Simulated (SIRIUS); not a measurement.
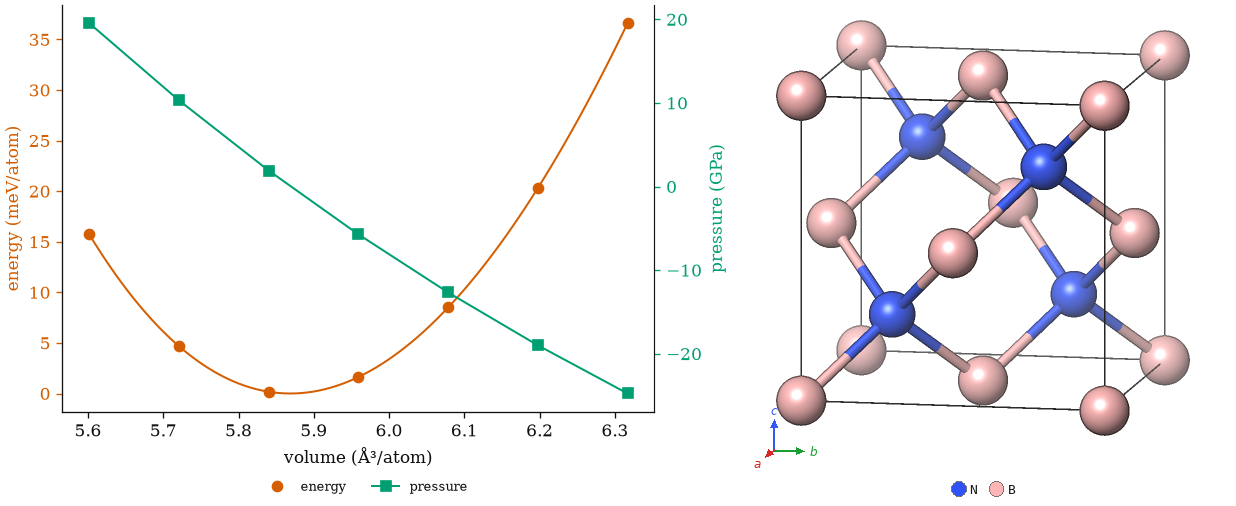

The plot gives the computed energy and pressure against volume for BN, space group F-43m (No. 216). The conventional cell is drawn beside the plot.

Cell as given: a = 2.564 Å, b = 2.564 Å, c = 2.564 Å, α = 60.00°, β = 60.00°, γ = 60.00°; 2 atoms.

Computed with SIRIUS 7.12.0: plane-wave DFT, no spin polarisation; energies at scaled volumes of the given cell, shape and fractions fixed, counted from the fit's minimum, third-order Birch-Murnaghan fit. Level: PBEsol.

- k mesh: 13×13×13
- occupations: Fermi–Dirac
- smearing width: 0.05 eV
- potentials: dojo sr pbesol 0.4.1 standard
- wave cutoff: 1152 eV
- density cutoff: 4606 eV

Question: How stiff is the solid, and where is its volume at rest?

Answer: A third-order Birch–Murnaghan fit gives V0 = 5.87 Å³/atom, B0 = 385 GPa and B′ = 3.7.

Question: Read off the course of the pressure.

Answer: It falls from 19.54 GPa at volume 5.6017 Å³/atom to −24.75 GPa at 6.3168 Å³/atom, and changes sign near 5.87 Å³/atom.

The computed values:

```
volume (Å³/atom)  energy (meV/atom)  pressure (GPa)
          5.6017              15.73           19.54
          5.7209               4.67           10.31
          5.8401               0.17            1.91
          5.9593               1.63           -5.72
          6.0785               8.51          -12.67
          6.1977              20.32          -18.99
          6.3168              36.61          -24.75
```
